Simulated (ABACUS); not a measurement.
**PtS₂: single-point calculation at one volume of an equation of state (part 1 of 2)**

The run: single-point calculation at one volume of an equation of state of PtS₂ (3 atoms in the cell). Method and program: Kohn-Sham DFT of a periodic cell, PBEsol, PseudoDojo NC SR 0.4.1 PBEsol standard, no spin polarisation (ABACUS 3.10.1).

The structure derives from an entry of the Crystallography Open Database. It belongs to a series of runs on one base structure; here: volume scaled by 1.04.

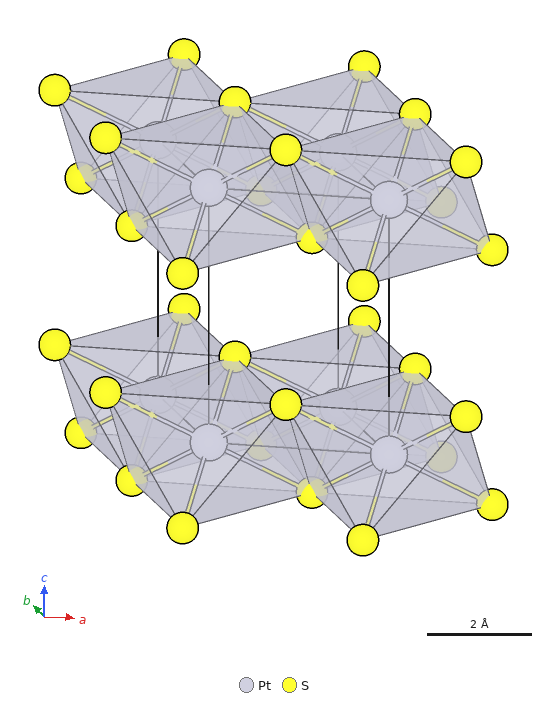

**Figure 1.** The input geometry (polyhedral view of the cell of the calculation, seen slightly off an axis; polyhedra are completed across the faces of the cell). An atom can appear more than once, as a periodic image.

## Key numbers

| quantity | value |
| --- | --- |
| outcome | converged |
| space group (tolerance 0.01 Å) | P-3m1 (164) |
| electrons treated | 30 |
| free energy | −4153.4380 eV |
| Fermi energy | 10.670 eV |
| gap on the k-point mesh | 0.91 eV |
| pressure | 0.18 GPa |
| largest force (length of the vector) | 0.369 eV/Å |
| hardware | 4 threads of Intel Xeon @ 2.50GHz (Skylake/Cascade Lake), 32 GiB of memory available, shared host |
| wall time | 33 s (CPU time 2.2 min) |
| peak memory | 0.52 GiB |

## Notes

Spin–orbit coupling is left out, which matters for Pt.

## The input
```
INPUT_PARAMETERS
suffix              PtS2
calculation         scf
basis_type          pw
pseudo_dir          ./
symmetry            1
dft_functional      pbesol
ecutwfc             84
pseudo_rcut         7
nspin               1
nbands              19
ks_solver           dav
smearing_method     fd
smearing_sigma      0.00367493
scf_thr             1e-08
scf_nmax            100
mixing_type         broyden
mixing_beta         0.7
cal_force           1
cal_stress          1
kpar                4
```

## File STRU
```
ATOMIC_SPECIES
Pt 195.0840 Pt.upf
S 32.0600 S.upf

LATTICE_CONSTANT
1.8897261246

LATTICE_VECTORS
3.5898263996 0.0000000000 0.0000000000
-1.7949131998 3.1088808573 0.0000000000
0.0000000000 0.0000000000 5.1051076040

ATOMIC_POSITIONS
Direct

Pt
0.0
1
0.0000000000 0.0000000000 0.0000000000 1 1 1

S
0.0
2
0.6666666667 0.3333333333 0.7730000000 1 1 1
0.3333333333 0.6666666667 0.2270000000 1 1 1
```

## File KPT
```
K_POINTS
0
Gamma
9 9 5 0 0 0
```

Launched with:
```bash
OMP_NUM_THREADS=1 mpirun -np 4 abacus > log
```

## What the program printed
```
ABACUS v3.10.1

               Atomic-orbital Based Ab-initio Computation at UStc

 ------------------------------------------------------------------------------------

 READING GENERAL INFORMATION
                           global_out_dir = OUT.PtS2/
                           global_in_card = INPUT
                               pseudo_dir = ./
                              orbital_dir =
                                    DSIZE = 4
                                    GSIZE = 1

 READING UNITCELL INFORMATION
                                    ntype = 2
                  lattice constant (Bohr) = 1.88973
              lattice constant (Angstrom) = 1

 READING ATOM TYPE 1
                               atom label = Pt
                      L=0, number of zeta = 1
                      L=1, number of zeta = 1
                      L=2, number of zeta = 1
             number of atom for this type = 1

 READING ATOM TYPE 2
                               atom label = S
                      L=0, number of zeta = 1
                      L=1, number of zeta = 1
                      L=2, number of zeta = 1
             number of atom for this type = 2

                        TOTAL ATOM NUMBER = 3
DIRECT COORDINATES
    atom                   x                   y                   z     mag                  vx                  vy                  vz
taud_Pt1            0.0000000000        0.0000000000        0.0000000000  0.0000        0.0000000000        0.0000000000        0.0000000000
taud_S1            0.6666666667        0.3333333333        0.7730000000  0.0000        0.0000000000        0.0000000000        0.0000000000
taud_S2            0.3333333333        0.6666666667        0.2270000000  0.0000        0.0000000000        0.0000000000        0.0000000000

                          Volume (Bohr^3) = 384.485
                             Volume (A^3) = 56.9747

 Lattice vectors: (Cartesian coordinate: in unit of a_0)
             +3.58983                  +0                  +0
             -1.79491            +3.10888                  +0
                   +0                  +0            +5.10511
 Reciprocal vectors: (Cartesian coordinate: in unit of 2 pi/a_0)
            +0.278565            +0.16083                  -0
                   -0           +0.321659                  -0
                   +0                  -0           +0.195882
 The esolver type has been set to : ksdft_pw

                PAO radial cut off (Bohr) = 7

 Read in pseudopotential file is Pt.upf
                     pseudopotential type = NC
          exchange-correlation functional = PBESOL
                 nonlocal core correction = 1
                        valence electrons = 18
                                     lmax = 3
                           number of zeta = 4
                     number of projectors = 8
                           L of projector = 0
                           L of projector = 0
                           L of projector = 1
                           L of projector = 1
                           L of projector = 2
                           L of projector = 2
                           L of projector = 3
                           L of projector = 3
                PAO radial cut off (Bohr) = 7

 Read in pseudopotential file is S.upf
                     pseudopotential type = NC
          exchange-correlation functional = PBESOL
                 nonlocal core correction = 1
                        valence electrons = 6
                                     lmax = 2
                           number of zeta = 2
                     number of projectors = 6
                           L of projector = 0
                           L of projector = 0
                           L of projector = 1
                           L of projector = 1
                           L of projector = 2
                           L of projector = 2
     initial pseudo atomic orbital number = 18

 SETUP THE ELECTRONS NUMBER
            electron number of element Pt = 18
      total electron number of element Pt = 18
             electron number of element S = 6
       total electron number of element S = 12
            AUTOSET number of electrons:  = 30
                           occupied bands = 15
                                   NBANDS = 19
                                   NLOCAL = 27

%%%%%%%%%%%%%%%%%%%%%%%%%%%%%%%%%%%%%%%%%%%%%%%%%%%%%%%%%%%%%%%%%%%%%%%%%%%%%%%%%%%%%%%%%%%%%%%%%%%%%%%%%%
 Warning: the number of valence electrons in pseudopotential > 10 for Pt: [Xe] 4f14 5d9 6s1
 Pseudopotentials with additional electrons can yield (more) accurate outcomes, but may be less efficient.
 If you're confident that your chosen pseudopotential is appropriate, you can safely ignore this warning.
%%%%%%%%%%%%%%%%%%%%%%%%%%%%%%%%%%%%%%%%%%%%%%%%%%%%%%%%%%%%%%%%%%%%%%%%%%%%%%%%%%%%%%%%%%%%%%%%%%%%%%%%%%

 SETUP THE PLANE WAVE BASIS
 energy cutoff for charge/potential (unit:Ry) = 336
            fft grid for charge/potential = [ 40, 40, 60 ]
                        fft grid division = [ 1, 1, 1 ]
        big fft grid for charge/potential = [ 40, 40, 60 ]
                                     nbxx = 96000
                                     nrxx = 96000

 SETUP PLANE WAVES FOR CHARGE/POTENTIAL
                    number of plane waves = 40053
                         number of sticks = 1069

 PARALLEL PW FOR CHARGE/POTENTIAL
     PROC   COLUMNS(POT)             PW
        1           1069          40053
 --------------- sum -------------------
        1           1069          40053
                            number of |g| = 1858
                                  max |g| = 30.3924
                                  min |g| = 0

----------- Double Check Mixing Parameters Begin ------------
mixing_type: broyden
mixing_beta: 0.7
mixing_gg0: 1
mixing_gg0_min: 0.1
mixing_ndim: 8
----------- Double Check Mixing Parameters End ------------

 LATTICE VECTORS: (CARTESIAN COORDINATE: IN UNIT OF A0)
             +3.58983                  +0                  +0
             -1.79491            +3.10888                  +0
                   +0                  +0            +5.10511
                       right hand lattice = 1
                                   NORM_A = 3.58983
                                   NORM_B = 3.58983
                                   NORM_C = 5.10511
                           ALPHA (DEGREE) = 90
                           BETA  (DEGREE) = 90
                           GAMMA (DEGREE) = 120

 The lattice vectors have been changed (STRU_SIMPLE.cif)

(for optimal symmetric configuration:)
                             BRAVAIS TYPE = 4
                     BRAVAIS LATTICE NAME = 04. Hexagonal cell
                                    ibrav = 4
                                    IBRAV = 4
                                  BRAVAIS = HEXAGONAL CELL
                       LATTICE CONSTANT A = 3.58983
                                C/A RATIO = 1.4221
Original cell was already a primitive cell.
                        ROTATION MATRICES = 24
              PURE POINT GROUP OPERATIONS = 12
                   SPACE GROUP OPERATIONS = 12
                                       C2 = 3
                                       C3 = 2
                                       C4 = 0
                                       C6 = 0
                                       S1 = 3
                                       S3 = 0
                                       S4 = 0
                                       S6 = 2
                              POINT GROUP = D_3d
                                       C2 = 3
                                       C3 = 2
                                       C4 = 0
                                       C6 = 0
                                       S1 = 3
                                       S3 = 0
                                       S4 = 0
                                       S6 = 2
               POINT GROUP IN SPACE GROUP = D_3d

 SETUP K-POINTS
                                    nspin = 1
                   Input type of k points = Monkhorst-Pack(Gamma)
                                   nkstot = 405
                       right hand lattice = 1
(for reciprocal lattice: )
                             BRAVAIS TYPE = 4
                     BRAVAIS LATTICE NAME = 04. Hexagonal cell
                                    ibrav = 4
                       right hand lattice = 1
(for k-lattice: )
                             BRAVAIS TYPE = 4
                     BRAVAIS LATTICE NAME = 04. Hexagonal cell
                                    ibrav = 4
                       right hand lattice = 1
                        ROTATION MATRICES = 24
                               nkstot_ibz = 50
K-POINTS REDUCTION ACCORDING TO SYMMETRY
     IBZ    DIRECT_X    DIRECT_Y    DIRECT_Z  WEIGHT  ibz2bz
       1  0.00000000  0.00000000  0.00000000  0.0025       0
       2 -0.11111111  0.11111111  0.00000000  0.0148       1
       3 -0.22222222  0.22222222  0.00000000  0.0148       2
       4 -0.33333333  0.33333333  0.00000000  0.0148       3
       5 -0.44444444  0.44444444  0.00000000  0.0148       4
       6 -0.11111111  0.22222222  0.00000000  0.0148      10
       7 -0.22222222  0.33333333  0.00000000  0.0296      11
       8 -0.33333333  0.44444444  0.00000000  0.0296      12
       9  0.44444444  0.44444444  0.00000000  0.0148      13
      10 -0.22222222  0.44444444  0.00000000  0.0148      20
      11  0.44444444  0.33333333  0.00000000  0.0296      21
      12  0.33333333  0.33333333  0.00000000  0.0049      30
      13  0.00000000  0.00000000  0.20000000  0.0049      81
      14 -0.11111111  0.11111111  0.20000000  0.0148      82
      15 -0.22222222  0.22222222  0.20000000  0.0148      83
      16 -0.33333333  0.33333333  0.20000000  0.0148      84
      17 -0.44444444  0.44444444  0.20000000  0.0148      85
      18  0.44444444 -0.44444444  0.20000000  0.0148      86
      19  0.33333333 -0.33333333  0.20000000  0.0148      87
      20  0.22222222 -0.22222222  0.20000000  0.0148      88
      21  0.11111111 -0.11111111  0.20000000  0.0148      89
      22 -0.11111111  0.22222222  0.20000000  0.0296      91
      23 -0.22222222  0.33333333  0.20000000  0.0296      92
      24 -0.33333333  0.44444444  0.20000000  0.0296      93
      25  0.44444444  0.44444444  0.20000000  0.0296      94
      26  0.44444444 -0.33333333  0.20000000  0.0296      95
      27  0.33333333 -0.22222222  0.20000000  0.0296      96
      28 -0.22222222  0.44444444  0.20000000  0.0296     101
      29  0.44444444  0.33333333  0.20000000  0.0296     102
      30  0.33333333  0.44444444  0.20000000  0.0296     103
[... 20 further k points ...]

                               nkstot now = 50
[... K-POINTS DIRECT COORDINATES: 50 rows ...]

           k-point number in this process = 13
       minimum distributed K point number = 12
[... stars of the k points ...]

[... K-POINTS CARTESIAN COORDINATES: 13 rows ...]

[... K-POINTS DIRECT COORDINATES: 13 rows ...]

 SETUP PLANE WAVES FOR WAVE FUNCTIONS
     energy cutoff for wavefunc (unit:Ry) = 84
              fft grid for wave functions = [ 40, 40, 60 ]
                    number of plane waves = 6487
                         number of sticks = 313

 PARALLEL PW FOR WAVE FUNCTIONS
     PROC   COLUMNS(POT)             PW
        1            313           6487
 --------------- sum -------------------
        1            313           6487

 SETUP NONLOCAL PSEUDOPOTENTIALS IN PLANE WAVE BASIS
 Pt non-local projectors:
 projector 1 L=0
 projector 2 L=0
 projector 3 L=1
 projector 4 L=1
 projector 5 L=2
 projector 6 L=2
 projector 7 L=3
 projector 8 L=3
 S non-local projectors:
 projector 1 L=0
 projector 2 L=0
 projector 3 L=1
 projector 4 L=1
 projector 5 L=2
 projector 6 L=2
      TOTAL NUMBER OF NONLOCAL PROJECTORS = 68

 Init Non-Local PseudoPotential table :
 Init Non-Local-Pseudopotential done.

                                     npwx = 5014
```
